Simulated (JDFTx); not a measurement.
KCl: geometry relaxation (part 2 of 2)

KCl (Fm-3m, 2 atoms in the cell); Kohn-Sham DFT of a periodic cell, PBEsol, PseudoDojo-SR-PBEsol-0.4.1-standard, no spin polarisation (JDFTx 1.7.0 (patched build)); cutoff 1006.82 eV, 7×7×7 k-mesh, fermi-dirac of 0.05 eV. The structure derives from an entry of the Crystallography Open Database.

Geometry of the input (Å; fractional positions):
```
0.0000  3.1465  3.1465
3.1465  0.0000  3.1465
3.1465  3.1465  0.0000
K  0.0000  0.0000  0.0000
Cl 0.5000  0.5000  0.5000
```

**The program's output, continued**
```
Setting wave functions to eigenvectors of Hamiltonian
# Lattice vectors:
R =
[            0      5.93634      5.93634  ]
[      5.93634            0      5.93634  ]
[      5.93634      5.93634            0  ]
unit cell volume = 418.396

# Strain tensor in Cartesian coordinates:
[  -0.00161826            0            0  ]
[            0  -0.00161826            0  ]
[            0            0  -0.00161826  ]

# Stress tensor in Cartesian coordinates [Eh/a0^3]:
[  1.16861e-05            0            0  ]
[            0  1.16861e-05            0  ]
[            0            0  1.16861e-05  ]

# Ionic positions in lattice coordinates:
ion K  -0.000000000000000   0.000000000000000   0.000000000000000 1
ion Cl   0.500000000000000   0.500000000000000   0.500000000000000 1

# Forces in Cartesian coordinates:
force K   0.000000000000000   0.000000000000000   0.000000000000000 1
force Cl  -0.000000000000000   0.000000000000000  -0.000000000000000 1

# Energy components:
   Eewald =      -30.8834174939048651
       EH =        9.8680755779897016
     Eloc =      -37.0361438781687795
      Enl =        6.4966922411400043
      Exc =      -10.8124106057159448
 Exc_core =        2.9635178025929219
       KE =       15.8683081665324615
-------------------------------------
     Etot =      -43.5353781895344980
       TS =        0.0000000000000000
-------------------------------------
        F =      -43.5353781895344980

LatticeMinimize: Iter:   1  F: -43.535378189534498  |grad|_K:  1.130e-03  alpha:  1.500e+01  linmin: -1.000e+00

#--- Lowdin population analysis ---
# oxidation-state K +0.741
# oxidation-state Cl -0.684

-------- Electronic minimization -----------
Will mix electronic density at each iteration.
	FillingsUpdate:  mu: +0.100000000  nElectrons: 16.000000
	FillingsUpdate:  mu: +0.100000000  nElectrons: 16.000000
SCF: Cycle:  0   F: -43.535414854610643   dF: -2.057e-04   |Residual|: 2.903e-03   |deigs|: 2.313e-03
	FillingsUpdate:  mu: +0.100000000  nElectrons: 16.000000
SCF: Cycle:  1   F: -43.535424994617813   dF: -1.014e-05   |Residual|: 8.457e-04   |deigs|: 4.222e-04
	FillingsUpdate:  mu: +0.100000000  nElectrons: 16.000000
SCF: Cycle:  2   F: -43.535426178701215   dF: -1.184e-06   |Residual|: 1.589e-04   |deigs|: 1.834e-04
	FillingsUpdate:  mu: +0.100000000  nElectrons: 16.000000
SCF: Cycle:  3   F: -43.535426202997563   dF: -2.430e-08   |Residual|: 6.741e-05   |deigs|: 2.986e-05
	FillingsUpdate:  mu: +0.100000000  nElectrons: 16.000000
SCF: Cycle:  4   F: -43.535426218354466   dF: -1.536e-08   |Residual|: 3.179e-05   |deigs|: 2.588e-05
	FillingsUpdate:  mu: +0.100000000  nElectrons: 16.000000
SCF: Cycle:  5   F: -43.535426221127381   dF: -2.773e-09   |Residual|: 1.487e-05   |deigs|: 9.419e-06
	FillingsUpdate:  mu: +0.100000000  nElectrons: 16.000000
SCF: Cycle:  6   F: -43.535426222617232   dF: -1.490e-09   |Residual|: 2.452e-06   |deigs|: 1.518e-05
	FillingsUpdate:  mu: +0.100000000  nElectrons: 16.000000
SCF: Cycle:  7   F: -43.535426222997138   dF: -3.799e-10   |Residual|: 1.202e-06   |deigs|: 1.073e-05
	FillingsUpdate:  mu: +0.100000000  nElectrons: 16.000000
SCF: Cycle:  8   F: -43.535426223227709   dF: -2.306e-10   |Residual|: 3.559e-07   |deigs|: 8.962e-06
	FillingsUpdate:  mu: +0.100000000  nElectrons: 16.000000
SCF: Cycle:  9   F: -43.535426223292347   dF: -6.464e-11   |Residual|: 3.189e-07   |deigs|: 4.060e-06
	FillingsUpdate:  mu: +0.100000000  nElectrons: 16.000000
SCF: Cycle: 10   F: -43.535426223335065   dF: -4.272e-11   |Residual|: 1.497e-07   |deigs|: 7.052e-06
SCF: Converged (|Delta E|<1.000000e-10 for 2 iters).

Setting wave functions to eigenvectors of Hamiltonian
# Lattice vectors:
R =
[            0      5.89682      5.89682  ]
[      5.89682            0      5.89682  ]
[      5.89682      5.89682            0  ]
unit cell volume = 410.095

# Strain tensor in Cartesian coordinates:
[  -0.00826483            0            0  ]
[            0  -0.00826483            0  ]
[            0            0  -0.00826483  ]

# Stress tensor in Cartesian coordinates [Eh/a0^3]:
[ -3.30774e-07            0            0  ]
[            0 -3.30774e-07            0  ]
[            0            0 -3.30774e-07  ]

# Ionic positions in lattice coordinates:
ion K  -0.000000000000000  -0.000000000000000   0.000000000000000 1
ion Cl   0.500000000000000   0.500000000000000   0.500000000000000 1

# Forces in Cartesian coordinates:
force K  -0.000000000000000   0.000000000000000  -0.000000000000000 1
force Cl   0.000000000000000  -0.000000000000000   0.000000000000000 1

# Energy components:
   Eewald =      -31.0903967889664585
       EH =        9.7512471895452659
     Eloc =      -36.7190498083112828
      Enl =        6.4976347364085010
      Exc =      -10.8163718079598290
 Exc_core =        2.9635177917999860
       KE =       15.8779924641487469
-------------------------------------
     Etot =      -43.5354262233350653
       TS =        0.0000000000000000
-------------------------------------
        F =      -43.5354262233350653

LatticeMinimize: Iter:   2  F: -43.535426223335065  |grad|_K:  3.136e-05  alpha:  1.000e+00  linmin:  1.000e+00

#--- Lowdin population analysis ---
# oxidation-state K +0.740
# oxidation-state Cl -0.682

-------- Electronic minimization -----------
Will mix electronic density at each iteration.
	FillingsUpdate:  mu: +0.100000000  nElectrons: 16.000000
	FillingsUpdate:  mu: +0.100000000  nElectrons: 16.000000
SCF: Cycle:  0   F: -43.535426250808683   dF: -1.449e-07   |Residual|: 6.568e-05   |deigs|: 4.223e-06
	FillingsUpdate:  mu: +0.100000000  nElectrons: 16.000000
SCF: Cycle:  1   F: -43.535426257466682   dF: -6.658e-09   |Residual|: 2.706e-05   |deigs|: 9.788e-06
	FillingsUpdate:  mu: +0.100000000  nElectrons: 16.000000
SCF: Cycle:  2   F: -43.535426258598903   dF: -1.132e-09   |Residual|: 6.641e-06   |deigs|: 6.847e-06
	FillingsUpdate:  mu: +0.100000000  nElectrons: 16.000000
SCF: Cycle:  3   F: -43.535426258664430   dF: -6.553e-11   |Residual|: 2.321e-06   |deigs|: 2.535e-06
	FillingsUpdate:  mu: +0.100000000  nElectrons: 16.000000
SCF: Cycle:  4   F: -43.535426258684431   dF: -2.000e-11   |Residual|: 1.315e-06   |deigs|: 2.225e-06
SCF: Converged (|Delta E|<1.000000e-10 for 2 iters).

Setting wave functions to eigenvectors of Hamiltonian
# Lattice vectors:
R =
[            0      5.89785      5.89785  ]
[      5.89785            0      5.89785  ]
[      5.89785      5.89785            0  ]
unit cell volume = 410.309

# Strain tensor in Cartesian coordinates:
[  -0.00809259            0            0  ]
[            0  -0.00809259            0  ]
[            0            0  -0.00809259  ]

# Stress tensor in Cartesian coordinates [Eh/a0^3]:
[ -1.43101e-09            0            0  ]
[            0 -1.43101e-09            0  ]
[            0            0 -1.43101e-09  ]

# Ionic positions in lattice coordinates:
ion K   0.000000000000000   0.000000000000000  -0.000000000000000 1
ion Cl   0.500000000000000   0.500000000000000   0.500000000000000 1

# Forces in Cartesian coordinates:
force K   0.000000000000000  -0.000000000000000  -0.000000000000000 1
force Cl  -0.000000000000000  -0.000000000000000   0.000000000000000 1

# Energy components:
   Eewald =      -31.0849981080798479
       EH =        9.7542816476717160
     Eloc =      -36.7273053206034206
      Enl =        6.4976096745646119
      Exc =      -10.8162670891385613
 Exc_core =        2.9635177951509886
       KE =       15.8777351417500796
-------------------------------------
     Etot =      -43.5354262586844314
       TS =        0.0000000000000000
-------------------------------------
        F =      -43.5354262586844314

LatticeMinimize: Iter:   3  F: -43.535426258684431  |grad|_K:  1.358e-07  alpha:  1.000e+00  linmin: -1.000e+00

#--- Lowdin population analysis ---
# oxidation-state K +0.740
# oxidation-state Cl -0.682

-------- Electronic minimization -----------
Will mix electronic density at each iteration.
	FillingsUpdate:  mu: +0.100000000  nElectrons: 16.000000
	FillingsUpdate:  mu: +0.100000000  nElectrons: 16.000000
SCF: Cycle:  0   F: -43.535426258681369   dF: -1.961e-12   |Residual|: 4.991e-07   |deigs|: 1.684e-06
	FillingsUpdate:  mu: +0.100000000  nElectrons: 16.000000
SCF: Cycle:  1   F: -43.535426258689995   dF: -8.626e-12   |Residual|: 1.065e-06   |deigs|: 3.645e-06
SCF: Converged (|Delta E|<1.000000e-10 for 2 iters).

Setting wave functions to eigenvectors of Hamiltonian
# Lattice vectors:
R =
[            0      5.89785      5.89785  ]
[      5.89785            0      5.89785  ]
[      5.89785      5.89785            0  ]
unit cell volume = 410.31

# Strain tensor in Cartesian coordinates:
[  -0.00809188            0            0  ]
[            0  -0.00809188            0  ]
[            0            0  -0.00809188  ]

# Stress tensor in Cartesian coordinates [Eh/a0^3]:
[  1.86786e-09            0            0  ]
[            0  1.86786e-09            0  ]
[            0            0  1.86786e-09  ]

# Ionic positions in lattice coordinates:
ion K   0.000000000000000   0.000000000000000  -0.000000000000000 1
ion Cl   0.500000000000000   0.500000000000000   0.500000000000000 1

# Forces in Cartesian coordinates:
force K  -0.000000000000000   0.000000000000000  -0.000000000000000 1
force Cl   0.000000000000000  -0.000000000000000   0.000000000000000 1

# Energy components:
   Eewald =      -31.0849757850416530
       EH =        9.7542922356161252
     Eloc =      -36.7273351014445879
      Enl =        6.4976082959873764
      Exc =      -10.8162657031882681
 Exc_core =        2.9635177951669376
       KE =       15.8777320042140797
-------------------------------------
     Etot =      -43.5354262586899949
       TS =        0.0000000000000000
-------------------------------------
        F =      -43.5354262586899949

LatticeMinimize: Iter:   4  F: -43.535426258689995  |grad|_K:  1.772e-07  alpha:  1.000e+00  linmin:  1.000e+00
LatticeMinimize: Converged (|Delta F|<1.000000e-07 for 2 iters).

#--- Lowdin population analysis ---
# oxidation-state K +0.740
# oxidation-state Cl -0.682

Dumping 'run.eigStats' ...
	eMin: -0.954845 at state 0 ( [ +0.000000 +0.000000 +0.000000 ] spin 0 )
	HOMO: +0.036846 at state 0 ( [ +0.000000 +0.000000 +0.000000 ] spin 0 )
	mu  : +0.100000
	LUMO: +0.224474 at state 0 ( [ +0.000000 +0.000000 +0.000000 ] spin 0 )
	eMax: +0.473741 at state 13 ( [ +0.000000 +0.285714 -0.285714 ] spin 0 )
	HOMO-LUMO gap: +0.187628
	Optical gap  : +0.187628 at state 0 ( [ +0.000000 +0.000000 +0.000000 ] spin 0 )
Done!
```

**Trajectory as extended XYZ (Å, eV, eV/Å), 5 frames, from step=0 to step=4**
```
2
Lattice="0.0000 3.1465 3.1465 3.1465 0.0000 3.1465 3.1465 3.1465 0.0000" Properties=species:S:1:pos:R:3:forces:R:3 step=0 energy=-1184.65727
K     0.0000    0.0000    0.0000    0.0000   0.0000   0.0000
Cl    3.1465    3.1465    3.1465    0.0000   0.0000   0.0000
2
Lattice="0.0000 3.1414 3.1414 3.1414 0.0000 3.1414 3.1414 3.1414 0.0000" Properties=species:S:1:pos:R:3:forces:R:3 step=1 energy=-1184.65799
K     0.0000    0.0000    0.0000    0.0000   0.0000   0.0000
Cl    3.1414    3.1414    3.1414    0.0000   0.0000   0.0000
2
Lattice="0.0000 3.1205 3.1205 3.1205 0.0000 3.1205 3.1205 3.1205 0.0000" Properties=species:S:1:pos:R:3:forces:R:3 step=2 energy=-1184.65930
K     0.0000    0.0000    0.0000    0.0000   0.0000   0.0000
Cl    3.1205    3.1205    3.1205    0.0000   0.0000   0.0000
2
Lattice="0.0000 3.1210 3.1210 3.1210 0.0000 3.1210 3.1210 3.1210 0.0000" Properties=species:S:1:pos:R:3:forces:R:3 step=3 energy=-1184.65930
K     0.0000    0.0000    0.0000    0.0000   0.0000   0.0000
Cl    3.1210    3.1210    3.1210    0.0000   0.0000   0.0000
2
Lattice="0.0000 3.1210 3.1210 3.1210 0.0000 3.1210 3.1210 3.1210 0.0000" Properties=species:S:1:pos:R:3:forces:R:3 step=4 energy=-1184.65930
K     0.0000    0.0000    0.0000    0.0000   0.0000   0.0000
Cl    3.1210    3.1210    3.1210    0.0000   0.0000   0.0000
```

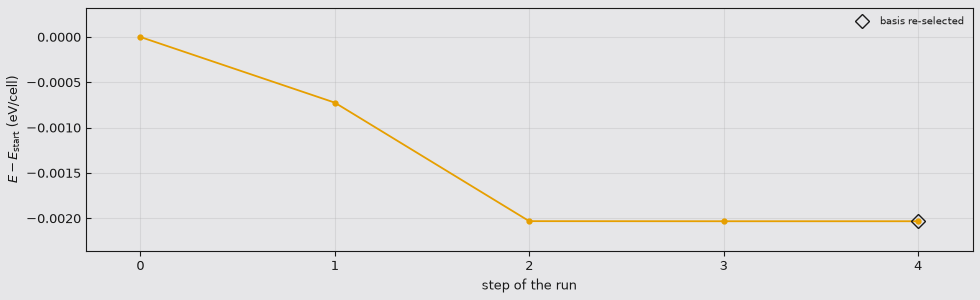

**Figure 1.** Progress of the relaxation, step by step (steps are counted from 0).

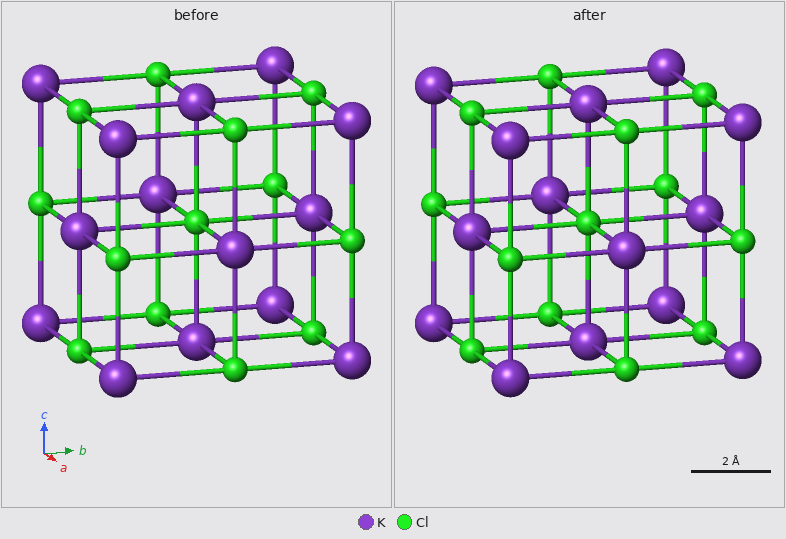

**Figure 2.** Before (left) and after (right) the relaxation, at one scale (ball-and-stick view of the cell 4 times as large as that of the calculation, set on its symmetry axes, seen slightly off an axis). The energy falls by 2.0 meV per cell of the calculation in 3 geometry steps. All forces vanish by symmetry, so only the cell relaxes. The atoms keep their places relative to the cell (all moves are under 0.005 Å). The drawn cell changes as follows: a = b = c 6.293 → 6.242 Å (−0.8 %); the volume changes by −2.4 %. Among the contacts that change: K1–Cl2 3.146 → 3.121 Å. The space group stays Fm-3m (No. 225). A last SCF at the same geometry on a re-selected plane-wave basis shifts the energy by next to nothing (0.0 meV per cell of the calculation). (Atoms are counted from 1 in the order of the input.)

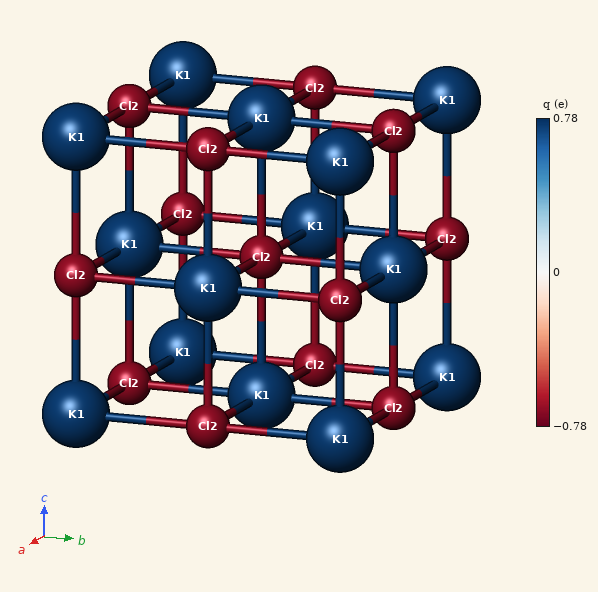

**Figure 3.** Löwdin charges, as the colour of each atom (ball-and-stick view of the cell 4 times as large as that of the calculation, set on its symmetry axes, seen slightly off an axis; atoms are numbered from 1 in the order of the input). By element: K +0.74 and Cl −0.68 e.
